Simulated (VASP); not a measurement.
## Band-structure run of MoTe₂ (part 2 of 3)

MoTe₂ (P6₃/mmc, 6 atoms in the cell); Kohn-Sham DFT of a periodic cell, PBE with D3(BJ), spin-orbit coupling, VASP PAW PBE potentials, recommended, no spin polarisation (VASP 6.6.1); cutoff 520 eV, 9×9×2 k-mesh, Gaussian smearing of 0.03 eV. The structure derives from an entry of the Crystallography Open Database.

Geometry of the input (Å; fractional positions):
```
3.4957  0.0000  0.0000
-1.7478  3.0274  0.0000
0.0000  0.0000  13.6949
Te 0.3333  0.6667  0.6172
Te 0.6667  0.3333  0.1172
Te 0.3333  0.6667  0.8828
Te 0.6667  0.3333  0.3828
Mo 0.3333  0.6667  0.2500
Mo 0.6667  0.3333  0.7500
```

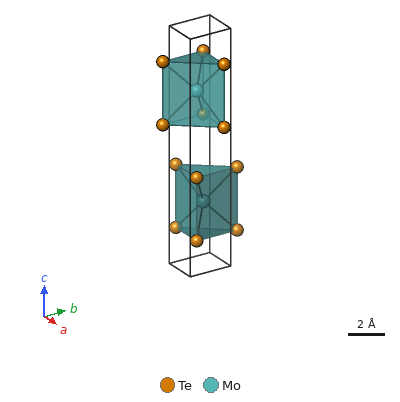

Figure 1. The structure (polyhedral view of the cell of the calculation, seen slightly off an axis; polyhedra are completed across the faces of the cell).

### Parts of OUTCAR, continued
```
   k-points           NKPTS =     24   k-points in BZ     NKDIM =     24   number of bands    NBANDS=     70
   number of dos      NEDOS =    301   number of ions     NIONS =      6
   total plane-waves  NPLWV =  84672
   dimension x,y,z NGX =    28 NGY =   28 NGZ =  108
   dimension x,y,z NGXF=    56 NGYF=   56 NGZF=  216
   ions per type =               4   2
   NGX,Y,Z   is equivalent  to a cutoff of  13.32, 13.32, 13.11 a.u.
   NGXF,Y,Z  is equivalent  to a cutoff of  26.63, 26.63, 26.22 a.u.
 SYSTEM =  Te2Mo
   PREC   = accura    normal or accurate (medium, high low for compatibility)
   ISTART =      0    job   : 0-new  1-cont  2-samecut
   ICHARG =      2    charge: 1-file 2-atom 10-const
   ISPIN  =      1    spin polarized calculation?
   LNONCOLLINEAR =      T non collinear calculations
   LSORBIT =      T    spin-orbit coupling
   LASPH  =      T    aspherical Exc in radial PAW
   ENCUT  =  520.0 eV  38.22 Ry    6.18 a.u.   6.50  6.50 25.46*2*pi/ulx,y,z
   NELM   =     80;   NELMIN=  2; NELMDL= -5     # of ELM steps
   EDIFF  = 0.1E-05   stopping-criterion for ELM
   LREAL  =      F    real-space projection
   EDIFFG = 0.1E-04   stopping-criterion for IOM
   NSW    =      0    number of steps for IOM
   IBRION =     -1    ionic relax: 0-MD 1-quasi-New 2-CG
   NFREE  =      0    steps in history (QN), initial steepest desc. (CG)
   ISIF   =      2    stress and relaxation
   ISYM   =      2    0-nonsym 1-usesym 2-fastsym
   POTIM  = 0.5000    time-step for ionic-motion
   TEBEG  =    0.0;   TEEND  =   0.0 temperature during run
   PSTRESS=    0.0 pullay stress
   NELECT =      52.0000    total number of electrons
   NUPDOWN=      -1.0000    fix difference up-down
   EMIN   =  10.00;   EMAX   =-10.00  energy-range for DOS
   EFERMI =   0.00;   METHOD = LEGACY
   ISMEAR =     0;   SIGMA  =   0.03  broadening in eV -4-tet -1-fermi 0-gaus
   EFERMI_NEDOS =   21; number of points for ismear=-14 and -15
   IALGO  =     38    algorithm
   IMIX   =      4    mixing-type and parameters
     AMIX     =   0.40;   BMIX     =  1.00
     AMIX_MAG =   1.60;   BMIX_MAG =  1.00
  volume/ion in A,a.u.               =      24.15       163.00
  Fermi-wavevector in a.u.,A,eV,Ry     =   1.163300  2.198318 18.412310  1.353267
  Thomas-Fermi vector in A             =   2.299851
   LORBIT       =     11    0 simple, 1 ext, 2 COOP (PROOUT), +10 PAW based schemes
   GGA     = PE    functional components
   LHFCALC =     F    Hartree Fock is set to
   AEXX    =    0.0000 exact exchange contribution
   IVDW    =    12    specifies the selected vdW correction
   LEPSILON=     F    determine dielectric tensor
   LRPA    =     F    only Hartree local field effects (RPA)
 Gauss-broadening in eV      SIGMA  =   0.03
  energy-cutoff  :      520.00
  volume of cell :      144.93
 maximum number of plane-waves:      7948
 NGX is ok and might be reduce to    28
   NGX = 13   NGY = 13   NGZ = 51

 number of electron      51.9999999 magnetization       0.0000000      0.0000000      0.0000000

 number of electron      51.9999999 magnetization      -0.0000000     -0.0000000      0.0000000

 number of electron      51.9999999 magnetization       0.0000000     -0.0000000      0.0000000

 Free energy of the ion-electron system (eV)
  ---------------------------------------------------
  ext. energy  EPLUGINS =         0.00000000
  ---------------------------------------------------
  free energy    TOTEN  =       -36.50720285 eV

  energy without entropy =      -36.50720285  energy(sigma->0) =      -36.50720285

 E-fermi :   8.9540     XC(G=0): -10.6445     alpha+bet :-14.2051

 val. band max:        8.6686419509   @ k =   0.0000   0.0000   0.0000
 cond. band min:       9.3153796787   @ k =   0.2222   0.2222   0.0000
 fundamental gap:      0.6467377278
 Fermi energy:         8.9540337137

 k-point     1 :       0.0000    0.0000    0.0000
  band No.  band energies     occupation
      1     -52.2024      1.00000
      2     -52.2024      1.00000
      3     -52.2023      1.00000
      4     -52.2023      1.00000
      5     -27.9186      1.00000
      6     -27.9186      1.00000
      7     -27.9186      1.00000
      8     -27.9186      1.00000
      9     -25.5423      1.00000
     10     -25.5423      1.00000
     11     -25.5423      1.00000
     12     -25.5423      1.00000
     13     -25.4426      1.00000
     14     -25.4426      1.00000
     15     -25.4426      1.00000
     16     -25.4426      1.00000
     17      -4.5756      1.00000
     18      -4.5756      1.00000
     19      -4.1308      1.00000
     20      -4.1308      1.00000
     21      -3.7741      1.00000
     22      -3.7741      1.00000
     23      -3.0955      1.00000
     24      -3.0955      1.00000
     25       2.4998      1.00000
     26       2.4998      1.00000
     27       4.0727      1.00000
     28       4.0727      1.00000
     29       5.1988      1.00000
     30       5.1988      1.00000
     31       6.7626      1.00000
     32       6.7626      1.00000
     33       6.7976      1.00000
     34       6.7976      1.00000
     35       6.8316      1.00000
     36       6.8316      1.00000
     37       6.8490      1.00000
     38       6.8490      1.00000
     39       7.3086      1.00000
     40       7.3086      1.00000
     41       7.4759      1.00000
     42       7.4759      1.00000
     43       7.5959      1.00000
     44       7.5959      1.00000
     45       7.7055      1.00000
     46       7.7055      1.00000
     47       7.7494      1.00000
     48       7.7494      1.00000
     49       8.4391      1.00000
     50       8.4391      1.00000
     51       8.6686      1.00000
     52       8.6686      1.00000
     53      11.1962      0.00000
     54      11.1962      0.00000
     55      11.3736      0.00000
     56      11.3736      0.00000
     57      11.4274      0.00000
     58      11.4274      0.00000
     59      11.8007      0.00000
     60      11.8007      0.00000
     61      11.8278      0.00000
     62      11.8278      0.00000
     63      12.0089      0.00000
     64      12.0089      0.00000

 k-point     2 :       0.1111    0.0000    0.0000
  band No.  band energies     occupation
      1     -52.2011      1.00000
      2     -52.2011      1.00000
      3     -52.2011      1.00000
      4     -52.2011      1.00000
      5     -27.9229      1.00000
      6     -27.9229      1.00000
      7     -27.9229      1.00000
      8     -27.9229      1.00000
      9     -25.5438      1.00000
     10     -25.5438      1.00000
     11     -25.5438      1.00000
     12     -25.5438      1.00000
     13     -25.4535      1.00000
     14     -25.4535      1.00000
     15     -25.4535      1.00000
     16     -25.4535      1.00000
     17      -4.3966      1.00000
     18      -4.3966      1.00000
     19      -3.9552      1.00000
     20      -3.9552      1.00000
     21      -3.6379      1.00000
     22      -3.6379      1.00000
     23      -2.9805      1.00000
     24      -2.9805      1.00000
     25       2.6964      1.00000
     26       2.6964      1.00000
     27       4.2551      1.00000
     28       4.2551      1.00000
     29       5.1267      1.00000
     30       5.1267      1.00000
     31       6.4000      1.00000
     32       6.4000      1.00000
     33       6.4413      1.00000
     34       6.4413      1.00000
     35       6.8955      1.00000
     36       6.8955      1.00000
     37       6.9608      1.00000
     38       6.9608      1.00000
     39       7.0125      1.00000
     40       7.0125      1.00000
     41       7.2850      1.00000
     42       7.2850      1.00000
     43       7.3812      1.00000
     44       7.3812      1.00000
     45       7.5492      1.00000
     46       7.5492      1.00000
     47       7.6225      1.00000
     48       7.6225      1.00000
     49       8.4591      1.00000
     50       8.4591      1.00000
     51       8.5909      1.00000
     52       8.5909      1.00000
     53      10.8835      0.00000
     54      10.8835      0.00000
     55      10.9368      0.00000
     56      10.9368      0.00000
     57      11.0102      0.00000
     58      11.0102      0.00000
     59      11.1185      0.00000
     60      11.1185      0.00000
     61      11.4597      0.00000
     62      11.4597      0.00000
     63      11.6635      0.00000
     64      11.6635      0.00000

 k-point     3 :       0.2222    0.0000    0.0000
  band No.  band energies     occupation
      1     -52.1980      1.00000
      2     -52.1980      1.00000
      3     -52.1979      1.00000
      4     -52.1979      1.00000
      5     -27.9339      1.00000
      6     -27.9339      1.00000
      7     -27.9339      1.00000
      8     -27.9339      1.00000
      9     -25.5499      1.00000
     10     -25.5499      1.00000
     11     -25.5499      1.00000
     12     -25.5499      1.00000
     13     -25.4785      1.00000
     14     -25.4785      1.00000
     15     -25.4785      1.00000
     16     -25.4785      1.00000
     17      -3.8858      1.00000
     18      -3.8858      1.00000
     19      -3.4612      1.00000
     20      -3.4612      1.00000
     21      -3.2495      1.00000
     22      -3.2495      1.00000
     23      -2.6600      1.00000
     24      -2.6600      1.00000
     25       3.2108      1.00000
     26       3.2108      1.00000
     27       4.6237      1.00000
     28       4.6237      1.00000
     29       4.9078      1.00000
     30       4.9078      1.00000
     31       5.3639      1.00000
     32       5.3639      1.00000
     33       5.5785      1.00000
     34       5.5785      1.00000
     35       5.9360      1.00000
     36       5.9360      1.00000
     37       6.7801      1.00000
     38       6.7801      1.00000
     39       6.9193      1.00000
     40       6.9193      1.00000
     41       7.0871      1.00000
     42       7.0871      1.00000
     43       7.2860      1.00000
     44       7.2860      1.00000
     45       7.3867      1.00000
     46       7.3867      1.00000
     47       7.5382      1.00000
     48       7.5382      1.00000
     49       7.8302      1.00000
     50       7.8302      1.00000
     51       8.0071      1.00000
     52       8.0071      1.00000
     53       9.9361      0.00000
     54       9.9361      0.00000
     55      10.3974      0.00000
     56      10.3974      0.00000
     57      10.5388      0.00000
     58      10.5388      0.00000
     59      10.6536      0.00000
     60      10.6536      0.00000
     61      10.9831      0.00000
     62      10.9831      0.00000
     63      11.3635      0.00000
     64      11.3635      0.00000

 k-point     4 :       0.3333    0.0000    0.0000
  band No.  band energies     occupation
      1     -52.1944      1.00000
      2     -52.1944      1.00000
      3     -52.1944      1.00000
      4     -52.1944      1.00000
      5     -27.9468      1.00000
      6     -27.9468      1.00000
      7     -27.9467      1.00000
      8     -27.9467      1.00000
      9     -25.5633      1.00000
     10     -25.5633      1.00000
     11     -25.5633      1.00000
     12     -25.5633      1.00000
     13     -25.4996      1.00000
     14     -25.4996      1.00000
     15     -25.4996      1.00000
     16     -25.4996      1.00000
     17      -3.1440      1.00000
     18      -3.1440      1.00000
     19      -2.7737      1.00000
     20      -2.7737      1.00000
     21      -2.6901      1.00000
     22      -2.6901      1.00000
     23      -2.2314      1.00000
     24      -2.2314      1.00000
     25       3.5272      1.00000
     26       3.5272      1.00000
     27       3.9977      1.00000
     28       3.9977      1.00000
     29       4.2667      1.00000
     30       4.2667      1.00000
     31       4.4530      1.00000
     32       4.4530      1.00000
     33       4.6535      1.00000
     34       4.6535      1.00000
     35       5.3863      1.00000
     36       5.3863      1.00000
     37       6.3220      1.00000
     38       6.3220      1.00000
     39       6.4907      1.00000
     40       6.4907      1.00000
     41       6.5646      1.00000
     42       6.5646      1.00000
     43       7.1806      1.00000
     44       7.1806      1.00000
     45       7.2697      1.00000
     46       7.2697      1.00000
     47       7.5145      1.00000
     48       7.5145      1.00000
     49       7.7841      1.00000
     50       7.7841      1.00000
     51       7.9663      1.00000
     52       7.9663      1.00000
     53       9.7128      0.00000
     54       9.7128      0.00000
     55      10.0688      0.00000
     56      10.0688      0.00000
     57      10.3576      0.00000
     58      10.3576      0.00000
     59      10.3844      0.00000
     60      10.3844      0.00000
     61      10.7777      0.00000
     62      10.7777      0.00000
     63      11.7193      0.00000
     64      11.7193      0.00000

 k-point     5 :       0.4444    0.0000    0.0000
  band No.  band energies     occupation
      1     -52.1920      1.00000
      2     -52.1920      1.00000
      3     -52.1920      1.00000
      4     -52.1920      1.00000
      5     -27.9553      1.00000
      6     -27.9553      1.00000
      7     -27.9553      1.00000
      8     -27.9553      1.00000
      9     -25.5769      1.00000
     10     -25.5769      1.00000
     11     -25.5769      1.00000
     12     -25.5769      1.00000
     13     -25.5082      1.00000
     14     -25.5082      1.00000
     15     -25.5082      1.00000
     16     -25.5082      1.00000
     17      -2.4573      1.00000
     18      -2.4573      1.00000
     19      -2.2144      1.00000
     20      -2.2144      1.00000
     21      -2.1794      1.00000
     22      -2.1794      1.00000
     23      -1.9247      1.00000
     24      -1.9247      1.00000
     25       2.7528      1.00000
     26       2.7528      1.00000
     27       3.1187      1.00000
     28       3.1187      1.00000
     29       3.6051      1.00000
     30       3.6051      1.00000
     31       3.7496      1.00000
     32       3.7496      1.00000
     33       4.5390      1.00000
     34       4.5390      1.00000
     35       5.4362      1.00000
     36       5.4362      1.00000
     37       6.0869      1.00000
     38       6.0869      1.00000
     39       6.2397      1.00000
     40       6.2397      1.00000
     41       6.4731      1.00000
     42       6.4731      1.00000
     43       6.7971      1.00000
     44       6.7971      1.00000
     45       7.4111      1.00000
     46       7.4111      1.00000
     47       7.6374      1.00000
     48       7.6374      1.00000
     49       8.0041      1.00000
     50       8.0041      1.00000
     51       8.3405      1.00000
     52       8.3405      1.00000
     53       9.9085      0.00000
     54       9.9085      0.00000
     55       9.9982      0.00000
     56       9.9982      0.00000
     57      10.0227      0.00000
     58      10.0227      0.00000
     59      10.4468      0.00000
     60      10.4468      0.00000
     61      11.1222      0.00000
     62      11.1222      0.00000
     63      11.7145      0.00000
     64      11.7145      0.00000

 [... the levels of 18 k-points are left out ...]
```
